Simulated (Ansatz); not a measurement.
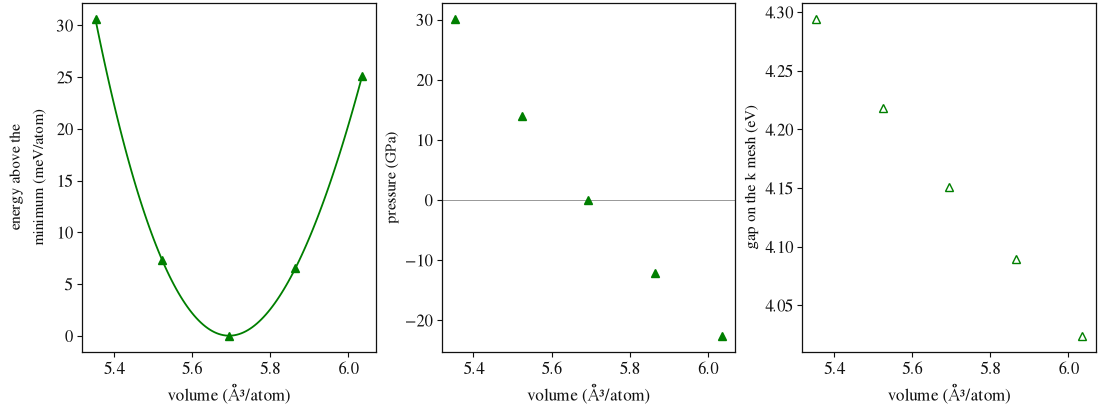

The picture above shows the energy above the minimum, pressure and gap on the k mesh against volume for C, space group Fd-3m (No. 227).

Starting cell:
```yaml
crystal:
  lattice:
    - [0.00000, 1.78574, 1.78574]
    - [1.78574, 0.00000, 1.78574]
    - [1.78574, 1.78574, 0.00000]
  atoms:
    - { symbol: C, position: [0.00000, 0.00000, 0.00000] }
    - { symbol: C, position: [0.25000, 0.25000, 0.25000] }
```

Calculation (Ansatz 0.2.0): third-order Birch-Murnaghan fit to density functional energies at scaled volumes of the given relaxed cell, shape and atoms relaxed at each volume; energies count from the fitted minimum; plane waves with PAW datasets, Γ-centred k mesh. Level: PBE, no spin polarisation.

wave cutoff 420 eV; k mesh 12×12×12; occupations Gaussian; smearing width 0.02 eV.

How stiff is the solid, and where is its volume at rest?

Answer. A third-order Birch–Murnaghan fit gives V0 = 5.70 Å³/atom, B0 = 432 GPa and B′ = 3.7.

How does the pressure vary with volume?

Answer. It falls from 30.07 GPa at volume 5.353 Å³/atom to −22.59 GPa at 6.036 Å³/atom, and changes sign near 5.69 Å³/atom.

The computed values:

| volume (Å³/atom) | energy above the minimum (meV/atom) | pressure (GPa) | gap on the k mesh (eV) |
| --- | --- | --- | --- |
| 5.353 | 30.6 | 30.07 | 4.294 |
| 5.524 | 7.3 | 13.99 | 4.218 |
| 5.694 | 0.0 | 0.04 | 4.151 |
| 5.865 | 6.5 | −12.08 | 4.089 |
| 6.036 | 25.1 | −22.59 | 4.024 |
